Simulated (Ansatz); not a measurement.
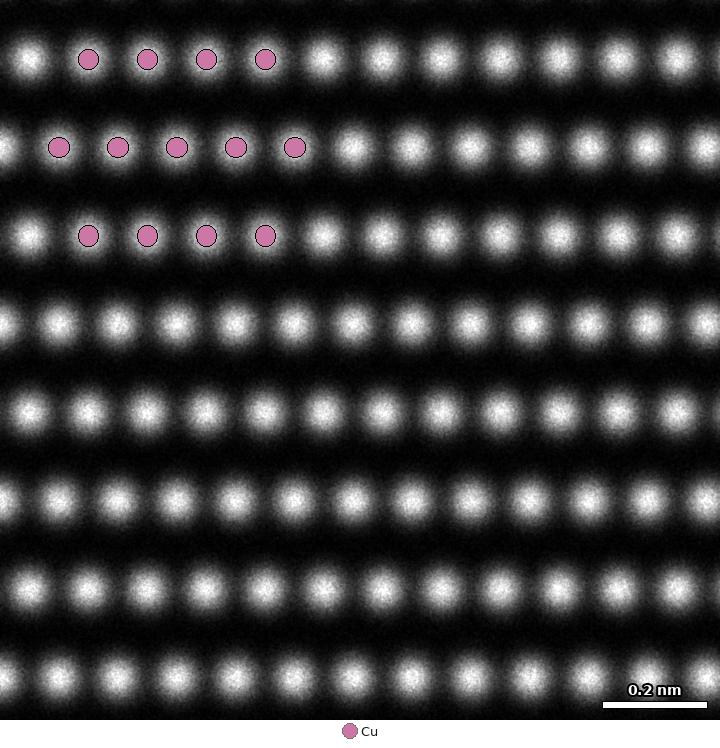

Z-contrast image of Cu (Pm-3m, No. 221) along [221]. Simulation: incoherent imaging, intensity Z^1.6 per atom, probe width 0.62 Å, thin sample. Shot noise was added. Structure used: the geometry relaxed with Ansatz 0.2.0, DFT, revPBE, plane waves (420 eV) with PAW, scalar-relativistic; the starting structure was generated, so it need not be a known form of this composition.

Coloured dots in one corner mark the columns of the model.

### Interpret the image.

The columns repeat on a centred rectangular net of 1.15 × 3.44 Å (plane group c2mm). All columns are alike (Cu). The shortest distance between visible columns is 1.15 Å in projection. Along the beam the structure repeats every 7.29 Å.
